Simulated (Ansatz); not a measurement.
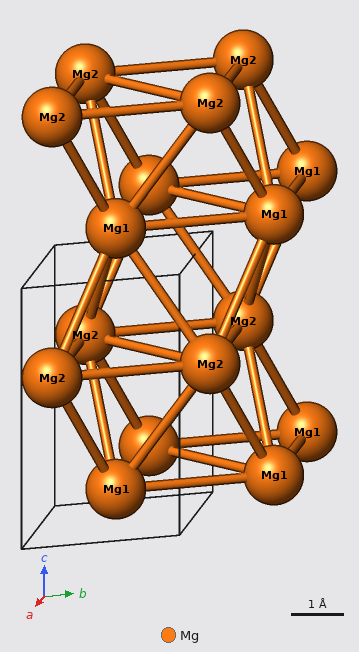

This is solid Mg (set up in P6_3/mmc). A ball-and-stick model of the cell of the calculation, repeated 2 × 2 × 2 with one cell outlined, seen slightly off an axis.

Level of theory: DFT, PBEsol, PAW with Ansatz's default frozen-core files, scalar-relativistic (Ansatz). Settings: plane-wave cutoff 420 eV; k-point mesh 12 × 12 × 7; occupations fermi dirac; smearing width 0.05 eV; no spin polarisation.

Now this is done to it. All lengths are scaled by −1.4 % (volume −4.0 %), the atoms keeping their fractional coordinates. No relaxation follows.

> Predict the response.

The energy falls by 2.6 meV per atom. The pressure goes from −1.1 to 0.3 GPa. The principal stresses (compression positive) are −0.3 GPa along c and 0.6 GPa across it. All forces vanish by symmetry. Some distances before and after: Mg–Mg 3.209 → 3.166 Å, Mg–Mg 3.197 → 3.154 Å. The space group stays P6_3/mmc (No. 194).

The changed structure in the same view:

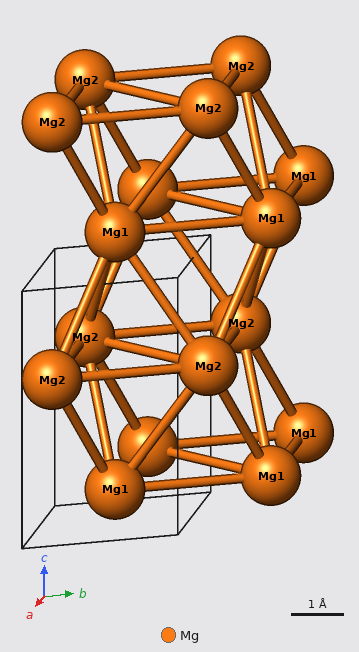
